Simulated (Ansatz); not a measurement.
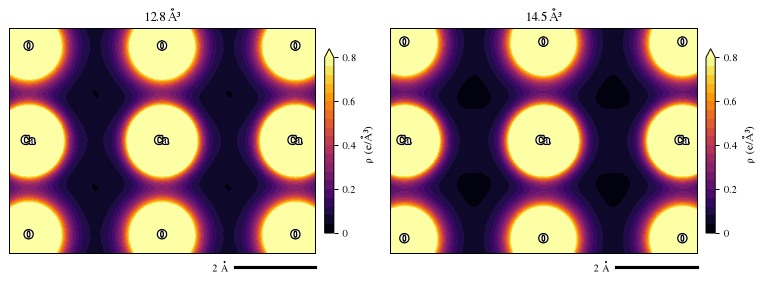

CaO. The valence electron density of cells scaled evenly to different volumes (given per atom above each panel), on the (11̄0) plane of each (indices in the axes of the cell below), at one length scale and on one colour scale.

Level of theory: DFT PBE, scalar-relativistic, plane waves, PAW (Ansatz).

In a PAW calculation such maps are meaningful between the atoms, not at the nuclei.

The largest cell:

```
CELL_PARAMETERS angstrom
0.00000 2.43897 2.43897
2.43897 0.00000 2.43897
2.43897 2.43897 0.00000
ATOMIC_POSITIONS crystal
Ca 0.00000 0.00000 0.00000
O 0.50000 0.50000 0.50000
```

| volume (Å³/atom) | Ca–O contact in the plane (Å) | ρ at its midpoint (e/Å³) | pressure (GPa) | gap on the mesh (eV) | 
| --- | --- | --- | --- | --- |
| 12.82 | 2.340 | 0.293 | 12.3 | 3.62 | 
| 14.09 | 2.415 | ? | ? | ? | 
| 14.51 | 2.439 | 0.236 | −2.9 | 3.66 | 

**Estimate the missing row, and compare with the calculation.**

Over the known rows ln ρ falls by 2.19 per Å of Ca–O distance (the line through the two), which gives 0.249 e/Å³ at 2.415 Å; the calculation gives 0.248 e/Å³. For the pressure, a straight line in volume between the neighbouring rows gives 0.9 GPa; the calculation gives 0.0, lower because pressure rises ever faster on compression. For the gap on the mesh, a straight line in volume between the neighbouring rows gives 3.65 eV; the calculation gives 3.66.
